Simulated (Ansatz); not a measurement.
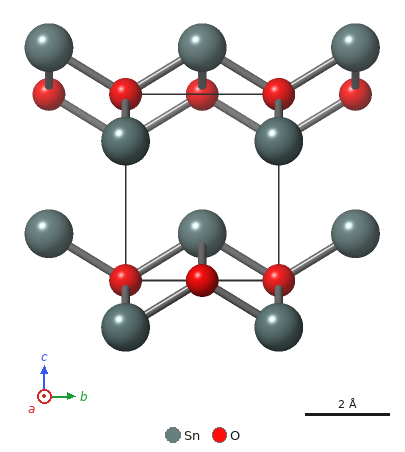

This is the input geometry for a relaxation of a crystal of SnO (set up in P4/nmm). Style: ball-and-stick. Shown: the cell of the calculation, along the a axis.

Case: relaxed at 12 GPa.

Level of theory: Ansatz 0.2.0, DFT r2SCAN, scalar-relativistic, plane waves, PAW.

The input:
```yaml
crystal:
  lattice:
    - [3.6599473415, 0.0, 0.0]
    - [0.0, 3.6599473415, 0.0]
    - [0.0, 0.0, 4.4454119884]
  atoms:
    - { symbol: Sn, position: [0.0, 0.5, 0.2512167607] }
    - { symbol: Sn, position: [0.5, 0.0, 0.7487832393] }
    - { symbol: O, position: [0.5, 0.5, 0.0] }
    - { symbol: O, position: [0.0, 0.0, 0.0] }
basis:
  ecutwfc: 500
kpoints:
  mp_grid: { grid: [12, 12, 10] }
hamiltonian:
  xc: r2scan
scf:
  occupations: { method: gaussian, width: 0.1 }
output:
  forces: true
  stress: true
  eigenvalues: true
relax:
  adjacent_minimum: "off"
  f_tol: 0.008
  max_steps: 50
  cell: { stress_tol: 0.08, p_target: 12.0 }
```

Launched with:
```bash
ansatz run input.yaml --threads 1 --pin off --max-ram 2560MiB --backend cpu --events-out ev --progress --plain --runs-dir out
```

Question: Where does the relaxation end?

Answer: The largest moves relative to the cell, 0.073 Å, are those of Sn1 and Sn2. Sn1 goes along +c. O stays in place. Cell: a = b 3.660 → 3.674 Å (+0.4 %), c 4.445 → 4.309 Å (−3.1 %). Volume −2.3 %. Among the contacts that change: Sn1–O3 2.144 → 2.171 Å. The space group stays P4/nmm (No. 129). Over 4 accepted moves (5 points after the start) the energy rises by 1.6 meV per atom. With the target pressure of 12 GPa, the enthalpy E + pV changes by −24.1 meV per atom. Largest force component: 1.4 eV/Å at the start, 0.00097 eV/Å at the end. Pressure: 15.27 GPa at the start and 12.04 GPa at the end. The SCF was repeated once at an unchanged geometry on a basis and grid sized afresh for the cell, which shifted the energy by 0.1 meV per atom at most. Cost: 5.5 min on 1 thread of Intel(R) Xeon(R) Processor @ 2.50GHz (Skylake/Cascade Lake) (shared host), peak memory 0.67 GiB.

The end point in the same view:

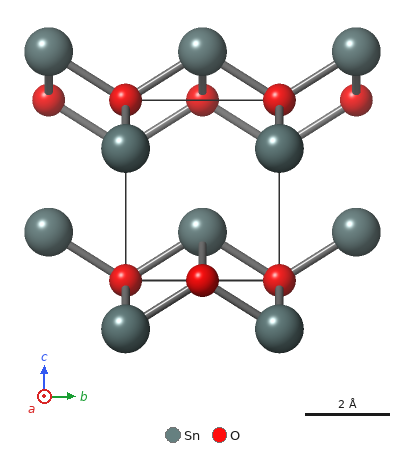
